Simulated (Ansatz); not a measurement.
Zr₈O₁₅: geometry relaxation (part 1 of 3)

- system: Zr₈O₁₅ (defect cell, 23 atoms in the cell)
- method: DFT PBE, scalar-relativistic, plane waves, PAW, spin-polarised (Ansatz 0.2.0)

The structure derives from a Materials Project entry. It belongs to a series of runs on one base structure; here: V_O, charge +0, atoms relaxed at the host's cell. Figures and captions count atoms from 1; the log counts them from 0 in places.

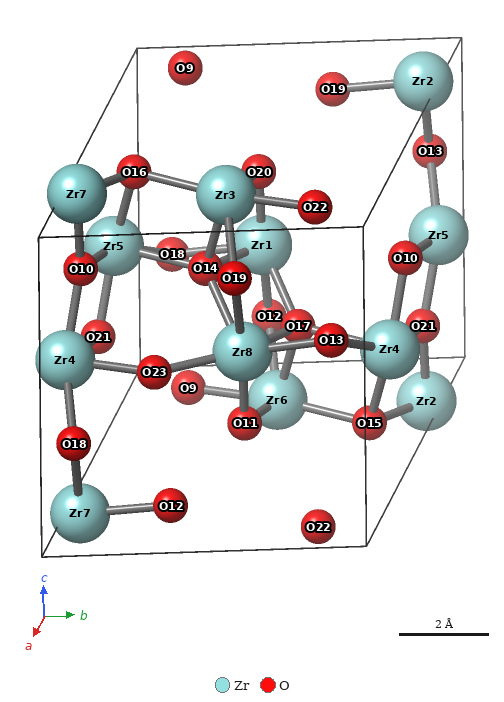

The structure as given in the input (ball-and-stick view of the cell of the calculation, seen at an oblique angle; atoms are numbered from 1 in the order of the input).

## The input
```yaml
crystal:
  lattice:
    - [-4.2974407752, 0.0, -5.2917550981]
    - [5.189566491, 5.2420801573, -0.0119863926]
    - [5.189566491, -5.2420801573, -0.0119863926]
  atoms:
    - { symbol: Zr, position: [0.2127121665, 0.4451014793, 0.4957637283], spin: 0.667 }
    - { symbol: Zr, position: [0.2100338411, 0.9452362342, 0.9890297921] }
    - { symbol: Zr, position: [0.7100338411, 0.4890297921, 0.9452362342] }
    - { symbol: Zr, position: [0.7100338411, 0.9890297921, 0.4452362342] }
    - { symbol: Zr, position: [0.2943734707, 0.0139536097, 0.555794699], spin: 0.667 }
    - { symbol: Zr, position: [0.2899661589, 0.5109702079, 0.0547637658] }
    - { symbol: Zr, position: [0.7899661589, 0.0547637658, 0.0109702079] }
    - { symbol: Zr, position: [0.7929505159, 0.5605386608, 0.501866564], spin: 0.667 }
    - { symbol: O, position: [0.1499981709, 0.1943158901, 0.0206663143] }
    - { symbol: O, position: [0.6499981709, 0.0206663143, 0.6943158901] }
    - { symbol: O, position: [0.6499981709, 0.5206663143, 0.1943158901] }
    - { symbol: O, position: [0.9755306549, 0.3906502651, 0.1338962517] }
    - { symbol: O, position: [0.9755306549, 0.8906502651, 0.6338962517] }
    - { symbol: O, position: [0.5244693451, 0.3661037483, 0.6093497349] }
    - { symbol: O, position: [0.5244693451, 0.8661037483, 0.1093497349] }
    - { symbol: O, position: [0.4755306549, 0.1338962517, 0.8906502651] }
    - { symbol: O, position: [0.4755306549, 0.6338962517, 0.3906502651] }
    - { symbol: O, position: [0.0244693451, 0.1093497349, 0.3661037483] }
    - { symbol: O, position: [0.0244693451, 0.6093497349, 0.8661037483] }
    - { symbol: O, position: [0.3500018291, 0.4793336857, 0.8056841099] }
    - { symbol: O, position: [0.3500018291, 0.9793336857, 0.3056841099] }
    - { symbol: O, position: [0.8500018291, 0.8056841099, 0.9793336857] }
    - { symbol: O, position: [0.8500018291, 0.3056841099, 0.4793336857] }
  host:
    lattice:
      - [5.189566491, 0.0, -0.0119863926]
      - [0.0, 5.2420801573, 0.0]
      - [-0.8921257158, 0.0, 5.3037414908]
    atoms:
      - { symbol: Zr, position: [0.7242321852, 0.9562064421, 0.7899661589] }
      - { symbol: Zr, position: [0.7242321852, 0.5437935579, 0.2899661589] }
      - { symbol: Zr, position: [0.2757678148, 0.4562064421, 0.7100338411] }
      - { symbol: Zr, position: [0.2757678148, 0.0437935579, 0.2100338411] }
      - { symbol: O, position: [0.0649840334, 0.1736495758, 0.8500018291] }
      - { symbol: O, position: [0.0649840334, 0.3263504242, 0.3500018291] }
      - { symbol: O, position: [0.5490158619, 0.2567540134, 0.0244693451] }
      - { symbol: O, position: [0.4509841381, 0.7567540134, 0.4755306549] }
      - { symbol: O, position: [0.5490158619, 0.2432459866, 0.5244693451] }
      - { symbol: O, position: [0.4509841381, 0.7432459866, 0.9755306549] }
      - { symbol: O, position: [0.9350159666, 0.6736495758, 0.6499981709] }
      - { symbol: O, position: [0.9350159666, 0.8263504242, 0.1499981709] }
basis:
  ecutwfc: 420
  xc_grid: 2
kpoints:
  mp_grid: { grid: [2, 2, 2], shift: [0.5, 0.5, 0.5] }
hamiltonian:
  xc: pbe
scf:
  occupations: { method: gaussian, width: 0.02 }
  lower_state_search: "off"
output:
  forces: true
  stress: false
  eigenvalues: true
  populations: true
  charged_corrections:
    defect_position: [0.14999817, 0.69431589, 0.52066631]
    epsilon: [[24.6542, 0.0, 1.482], [0.0, 22.8671, 0.0], [1.482, 0.0, 18.4936]]
  write_density: true
  write_potential: true
  elf: true
  volumetric_format: npy
magnetization:
  spin_polarized: true
relax:
  adjacent_minimum: "off"
  f_tol: 0.03
  max_steps: 40
```

Run as:
```bash
ansatz run input.yaml --threads 8 --pin off --max-ram 16384MiB --backend cpu --events-out ev --progress --plain --runs-dir out
```

## The program's output
```
Engine: ansatz 0.2.0, aarch64-unknown-linux-gnu
Pseudopotentials: kind: paw
Pseudopotential: Zr, paw, valence charge 12, recommended cutoff 420 eV (normal), Zr.paw.azcp
Pseudopotential: O, paw, valence charge 6, recommended cutoff 420 eV (normal), O.paw.azcp
Functional definition: PBE
  parameter kappa = 0.804
  parameter beta = 0.06672455060314922
  exchange = pbe_x(kappa = kappa, mu = beta*pi^2/3)
  correlation = pbe_c(beta = beta)
Crystal: 23 atoms, lattice volume = 288.455 Å³
Basis set: ecut = 420 eV, 5661 PW (Γ), exchange–correlation on 96×100×100 points (8 copies of the dense FFT grid, shifted against one another)
Bands: 118, of which v1, the nominal top of the filled ones, is band 93 counted from 1 (92 counted from 0)
Symmetry: 1 space group operations
Space group: P1 (ITA 1), of the structure as read, at distance tolerance 6.6e-5 Å
Magnetic group: BNS 1.1 (UNI 1), of the structure as read, at distance tolerance 6.6e-5 Å
k-points: 4 of 8 (time reversal used)
Non-local potential: Zr, projectors of the file, l = 0: 3, l = 1: 2, l = 2: 2, l = 3: 2
Non-local potential: O, projectors of the file, l = 0: 2, l = 1: 2, l = 2: 1
PAW form: soft (Blöchl's): semilocal exchange-correlation on the pseudo side does not see the compensation charge
PAW one-centre angular grid: Zr, 590 points (default); XC on 64 Gauss nodes
PAW one-centre angular grid: O, 110 points (default); XC on 64 Gauss nodes
Initial density: superposition of atomic densities (chi_scale 0.1, normalization cell, long waves kept (reshape's long-wave potential 0.11 eV rms))
Starting moments: Σ|m| = 2.001 μB on 3 of 23 sites
Initial wavefunctions: pseudopotential atomic-orbital guess
Functional: x = pbe(κ = 0.804, μ = 0.2195149727645171), c = pbe(β = 0.06672455060314922)
SCF iter   1: F=—  HF=-42021.941271 eV  |F-HF|=—  |Δ(HF+E_count)|=         —  Δρ=3.21e-2 (↑2.51e-2 ↓3.21e-2)  dr2=8.46e0  dr2_m=4.16e-1  M=0.000 μB ∫|m|=0.358 μB  β_m=0.30  ethr=3.10e-3  ⟨swp⟩=4.1  Hψ=3368  notcnv=0  defer=45
preconditioner: auto → Resta (q_TF=auto, 2.536 Å⁻¹)  ε∞=5.8  [insulator: Δε(μ)=1.089 eV  Ē_g=10.977 eV  σ=0.020 eV  W_gap=1.00  n_scr=74 (ndim 8)  ℏωp=24.1 eV  f_vac=0.000  D(μ)=0.00/eV (n_scr^D=0)  ε∞_Penn≈5.8]
spin=Collinear: Resta preconditioning applied to the charge; magnetization (m = ρ↑ − ρ↓) channel mixes plain (no charge-response kernel on spin).
SCF iter   2: F=—  HF=-42021.390183 eV  |F-HF|=—  |Δ(HF+E_count)|=   5.51e-1  Δρ=2.34e-2 (↑1.88e-2 ↓2.34e-2)  dr2=4.52e0  dr2_m=2.13e-1  M=0.000 μB ∫|m|=0.272 μB  β_m=0.30  ethr=3.10e-3  ⟨swp⟩=2.0  Hψ=1140  notcnv=0  defer=136
SCF iter   3: F=—  HF=-42020.972856 eV  |F-HF|=—  |Δ(HF+E_count)|=   4.17e-1  Δρ=9.66e-3 (↑9.66e-3 ↓9.46e-3)  dr2=5.43e-1  dr2_m=1.11e-1  M=0.000 μB ∫|m|=0.199 μB  β_m=0.30  ethr=2.43e-3  ⟨swp⟩=2.9  Hψ=1845  notcnv=0  defer=145
SCF iter   4: F=—  HF=-42020.992894 eV  |F-HF|=—  |Δ(HF+E_count)|=   2.00e-2  Δρ=6.51e-3 (↑6.51e-3 ↓4.50e-3)  dr2=1.12e-1  dr2_m=5.71e-2  M=0.000 μB ∫|m|=0.150 μB  β_m=0.30  ethr=2.92e-4  ⟨swp⟩=2.6  Hψ=1432  notcnv=0  defer=149
SCF iter   5: F=—  HF=-42021.022846 eV  |F-HF|=—  |Δ(HF+E_count)|=   3.00e-2  Δρ=4.01e-3 (↑4.01e-3 ↓3.31e-3)  dr2=2.38e-2  dr2_m=2.94e-2  M=0.000 μB ∫|m|=0.117 μB  β_m=0.30  ethr=6.03e-5  ⟨swp⟩=2.9  Hψ=1418  notcnv=0  defer=149
SCF iter   6: F=—  HF=-42021.042604 eV  |F-HF|=—  |Δ(HF+E_count)|=   1.98e-2  Δρ=2.64e-3 (↑2.40e-3 ↓2.64e-3)  dr2=5.37e-3  dr2_m=1.53e-2  M=0.000 μB ∫|m|=0.091 μB  β_m=0.30  ethr=1.28e-5  ⟨swp⟩=2.4  Hψ=1360  notcnv=0  defer=149
SCF iter   7: F=—  HF=-42021.051157 eV  |F-HF|=—  |Δ(HF+E_count)|=   8.55e-3  Δρ=1.78e-3 (↑1.72e-3 ↓1.78e-3)  dr2=5.75e-4  dr2_m=7.97e-3  M=0.000 μB ∫|m|=0.070 μB  β_m=0.30  ethr=2.89e-6  ⟨swp⟩=2.0  Hψ=1396  notcnv=0  defer=149
Mixer restart at iter 7: flushing history
spin-set hold released at iteration 7 (site moments contracting): the magnetisation degrees of freedom join the quasi-Newton model from the next iteration; the mixer history was flushed
SCF iter   8: F=—  HF=-42021.053281 eV  |F-HF|=—  |Δ(HF+E_count)|=   2.12e-3  Δρ=1.29e-3 (↑1.25e-3 ↓1.29e-3)  dr2=3.23e-4  dr2_m=4.18e-3  M=0.000 μB ∫|m|=0.055 μB  β_m=0.65  ethr=3.09e-7  ⟨swp⟩=2.0  Hψ=1188  notcnv=0  defer=149
SCF iter   9: F=—  HF=-42021.055935 eV  |F-HF|=—  |Δ(HF+E_count)|=   2.65e-3  Δρ=1.43e-4 (↑9.04e-5 ↓1.43e-4)  dr2=5.58e-5  dr2_m=2.51e-5  M=0.000 μB ∫|m|=0.010 μB  β_m=0.73  ethr=1.74e-7  ⟨swp⟩=2.8  Hψ=1493  notcnv=0  defer=149
SCF iter  10: F=—  HF=-42021.055972 eV  |F-HF|=—  |Δ(HF+E_count)|=   3.74e-5  Δρ=7.78e-5 (↑7.78e-5 ↓4.91e-5)  dr2=2.53e-5  dr2_m=5.93e-6  M=0.000 μB ∫|m|=0.005 μB  β_m=0.80  ethr=1.21e-8  ⟨swp⟩=18.9  Hψ=9102  notcnv=0
iter 11 did not close the SCF: its close was put off for a magnetic moment that had not settled (scf_convergence_deferred on its scf_iter line)
SCF iter  11: F=-42021.055986 eV  HF=-42021.055984 eV  |F-HF|=2.58e-6  |Δ(HF+E_count)|=   1.18e-5  Δρ=2.72e-5 (↑2.72e-5 ↓2.06e-5)  dr2=4.10e-6  dr2_m=1.00e-6  M=0.000 μB ∫|m|=0.002 μB  β_m=0.90  ethr=1.21e-8  ⟨swp⟩=10.5  Hψ=6800  notcnv=0
SCF iter  12: F=-42021.055988 eV  HF=-42021.055988 eV  |F-HF|=1.31e-7  |Δ(HF+E_count)|=   4.06e-6  Δρ=1.03e-5 (↑7.39e-6 ↓1.03e-5)  dr2=9.14e-7  dr2_m=3.50e-8  M=0.000 μB ∫|m|=0.000 μB  ethr=2.21e-9  ⟨swp⟩=8.0  Hψ=6417  notcnv=0
WARN: the starting moments were not kept: the SCF closed with an absolute magnetisation of 4.8e-4 μB, where they sum to 2.001 μB in size (3 sites). That is at most 0.1 of that sum. Measured as dr2_m measures the in/out step, that magnetisation stands 1.0e-8 eV from none, at or under the dr2_threshold of 2.3e-5 eV: it is no larger than a step whose dr2_m would equal this threshold. The system may hold no moment; this SCF shows only that its start led to no more than that. To try another start: raise the starting moments (crystal.atoms[].spin, magnetization.per_species, magnetization.initial_magnetization, or on a non-collinear deck that types none of these the spinor_matrix: blocks that start its atoms; where the total moment is fixed, keep their sum and leave initial_magnetization as it is; typed ones take the place of any that the run laid by itself, positive ones on a crystal's lanthanoids without a Hubbard term where scf.initial_density.shell_occupations: [] is typed) or, if the notice of its spin-set hold's release reads "site moments contracting" or "site moments show no strong build", lengthen the hold (scf.mixing.spin_hold: { on: { confirm: 4 } }; for m-r²SCAN on two components see the key's manual first). Each may lead to a state that holds a moment. A second SCF, from the converged charge density, with the starting moments and any scf.initial_density.shell_occupations laid on it anew, would have followed, and was not run: the deck does not ask for one (magnetization.retry_lost_moments is false, the default). To let it run, set magnetization.retry_lost_moments: true and run the deck again, where that key's refused combinations let it; where memory then withholds it, that run's warning says so.
SCF 1 converged in 12 iterations: F = -42021.055988 eV  dr2 = 9.14e-7
  greatest PAW one-centre occupation: 0.995 electrons in one spin orbital (limit 2), on the Zr atom at site 7 (counted from 0), in its partial waves of l = 0
relax step   1: F+E_penalty+E_count = -42021.05598762 eV  Δ(F+E_penalty+E_count) = +0.000e0 eV  max|allowed force component| = 1.429e0 eV/Å  Δτ_max = 0.0000 Å  (12 SCF iters, dr2 threshold 2.25e-5 eV, accepted)
Initial density: handed on by an earlier stage of this run
Starting moments: Σ|m| = 2.001 μB on 3 of 23 sites; this step starts from the density that it was given
Initial wavefunctions: those handed on with the density
iter 1 solved again at ethr=5.56e-5 eV; its pass at ethr=3.10e-3 eV (dr2=1.03e-1 eV) is discarded
SCF iter   1: F=—  HF=-42021.186257 eV  |F-HF|=—  |Δ(HF+E_count)|=         —  Δρ=4.27e-3 (↑3.26e-3 ↓4.27e-3)  dr2=1.02e-1  dr2_m=4.12e-3  M=0.000 μB ∫|m|=0.024 μB  β_m=0.30  ethr=5.56e-5  ⟨swp⟩=2.0  Hψ=2790  notcnv=0  defer=154
preconditioner: auto → Resta (q_TF=auto, 2.536 Å⁻¹)  ε∞=5.7  [insulator: Δε(μ)=0.638 eV  Ē_g=11.090 eV  σ=0.020 eV  W_gap=1.00  n_scr=74 (ndim 8)  ℏωp=24.1 eV  f_vac=0.025  D(μ)=0.00/eV (n_scr^D=0)  ε∞_Penn≈5.7]
spin=Collinear: Resta preconditioning applied to the charge; magnetization (m = ρ↑ − ρ↓) channel mixes plain (no charge-response kernel on spin).
SCF iter   2: F=—  HF=-42021.175631 eV  |F-HF|=—  |Δ(HF+E_count)|=   1.06e-2  Δρ=2.82e-3 (↑2.08e-3 ↓2.82e-3)  dr2=3.79e-2  dr2_m=2.22e-3  M=0.000 μB ∫|m|=0.019 μB  β_m=0.51  ethr=5.50e-5  ⟨swp⟩=2.1  Hψ=1094  notcnv=0  defer=154
SCF iter   3: F=—  HF=-42021.172412 eV  |F-HF|=—  |Δ(HF+E_count)|=   3.22e-3  Δρ=8.87e-4 (↑7.33e-4 ↓8.87e-4)  dr2=4.61e-3  dr2_m=2.38e-4  M=0.000 μB ∫|m|=0.007 μB  β_m=0.55  ethr=2.04e-5  ⟨swp⟩=2.1  Hψ=1373  notcnv=0  defer=154
SCF iter   4: F=—  HF=-42021.172440 eV  |F-HF|=—  |Δ(HF+E_count)|=   2.76e-5  Δρ=1.69e-4 (↑1.69e-4 ↓1.59e-4)  dr2=3.88e-4  dr2_m=2.70e-6  M=0.000 μB ∫|m|=0.002 μB  β_m=0.76  ethr=2.48e-6  ⟨swp⟩=2.0  Hψ=1310  notcnv=0  defer=154
iter 5 did not close the SCF: its close was put off for a magnetic moment that had not settled (scf_convergence_deferred on its scf_iter line)
SCF iter   5: F=-42021.172455 eV  HF=-42021.172469 eV  |F-HF|=1.44e-5  |Δ(HF+E_count)|=   2.94e-5  Δρ=6.33e-5 (↑6.18e-5 ↓6.33e-5)  dr2=4.33e-5  dr2_m=2.94e-7  M=0.000 μB ∫|m|=0.000 μB  β_m=0.77  ethr=5.38e-8  ⟨swp⟩=16.8  Hψ=8912  notcnv=0
SCF iter   6: F=-42021.172468 eV  HF=-42021.172473 eV  |F-HF|=5.00e-6  |Δ(HF+E_count)|=   3.49e-6  Δρ=3.45e-5 (↑3.40e-5 ↓3.45e-5)  dr2=1.22e-5  dr2_m=9.96e-8  M=0.000 μB ∫|m|=0.000 μB  ethr=2.33e-8  ⟨swp⟩=8.9  Hψ=6818  notcnv=0
the starting moments were not kept: the SCF closed with an absolute magnetisation of 2.5e-4 μB, where they sum to 2.001 μB in size (3 sites). That is at most 0.1 of that sum. Measured as dr2_m measures the in/out step, that magnetisation stands 4.2e-9 eV from none, at or under the dr2_threshold of 1.0e-4 eV: it is no larger than a step whose dr2_m would equal this threshold.
SCF 2 converged in 6 iterations: F = -42021.172468 eV  dr2 = 1.22e-5
relax step   2: F+E_penalty+E_count = -42021.17246785 eV  Δ(F+E_penalty+E_count) = -1.165e-1 eV  max|allowed force component| = 5.423e-1 eV/Å  Δτ_max = 0.1065 Å  (6 SCF iters, dr2 threshold 1.00e-4 eV, accepted)
SCF iter   1: F=—  HF=-42021.220776 eV  |F-HF|=—  |Δ(HF+E_count)|=         —  Δρ=1.45e-3 (↑1.10e-3 ↓1.45e-3)  dr2=1.39e-2  dr2_m=4.98e-4  M=0.000 μB ∫|m|=0.009 μB  β_m=0.30  ethr=6.35e-5  ⟨swp⟩=3.0  Hψ=1751  notcnv=0  defer=152
preconditioner: auto → Resta (q_TF=auto, 2.536 Å⁻¹)  ε∞=5.8  [insulator: Δε(μ)=0.790 eV  Ē_g=11.078 eV  σ=0.020 eV  W_gap=1.00  n_scr=74 (ndim 8)  ℏωp=24.1 eV  f_vac=0.026  D(μ)=0.00/eV (n_scr^D=0)  ε∞_Penn≈5.8]
spin=Collinear: Resta preconditioning applied to the charge; magnetization (m = ρ↑ − ρ↓) channel mixes plain (no charge-response kernel on spin).
SCF iter   2: F=—  HF=-42021.219284 eV  |F-HF|=—  |Δ(HF+E_count)|=   1.49e-3  Δρ=9.78e-4 (↑7.32e-4 ↓9.78e-4)  dr2=5.88e-3  dr2_m=2.69e-4  M=0.000 μB ∫|m|=0.007 μB  β_m=0.55  ethr=7.50e-6  ⟨swp⟩=1.6  Hψ=1093  notcnv=0  defer=152
SCF iter   3: F=—  HF=-42021.218522 eV  |F-HF|=—  |Δ(HF+E_count)|=   7.62e-4  Δρ=2.61e-4 (↑2.36e-4 ↓2.61e-4)  dr2=5.45e-4  dr2_m=1.67e-5  M=0.000 μB ∫|m|=0.002 μB  β_m=0.55  ethr=3.16e-6  ⟨swp⟩=2.0  Hψ=1343  notcnv=0  defer=152
SCF iter   4: F=—  HF=-42021.218473 eV  |F-HF|=—  |Δ(HF+E_count)|=   4.93e-5  Δρ=5.76e-5 (↑5.76e-5 ↓5.36e-5)  dr2=3.84e-5  dr2_m=3.26e-7  M=0.000 μB ∫|m|=0.000 μB  β_m=0.73  ethr=2.93e-7  ⟨swp⟩=2.0  Hψ=1278  notcnv=0  defer=152
SCF iter   5: F=-42021.218472 eV  HF=-42021.218473 eV  |F-HF|=1.31e-6  |Δ(HF+E_count)|=   8.66e-7  Δρ=1.90e-5 (↑1.85e-5 ↓1.90e-5)  dr2=4.05e-6  dr2_m=1.42e-8  M=0.000 μB ∫|m|=0.000 μB  ethr=9.88e-9  ⟨swp⟩=17.0  Hψ=8041  notcnv=0
the starting moments were not kept: the SCF closed with an absolute magnetisation of 9.1e-5 μB, where they sum to 2.001 μB in size (3 sites). That is at most 0.1 of that sum. Measured as dr2_m measures the in/out step, that magnetisation stands 6.6e-10 eV from none, at or under the dr2_threshold of 1.8e-5 eV: it is no larger than a step whose dr2_m would equal this threshold.
SCF 3 converged in 5 iterations: F = -42021.218472 eV  dr2 = 4.05e-6
relax step   3: F+E_penalty+E_count = -42021.21847208 eV  Δ(F+E_penalty+E_count) = -4.600e-2 eV  max|allowed force component| = 1.913e-1 eV/Å  Δτ_max = 0.0320 Å  (5 SCF iters, dr2 threshold 1.84e-5 eV, accepted)
```
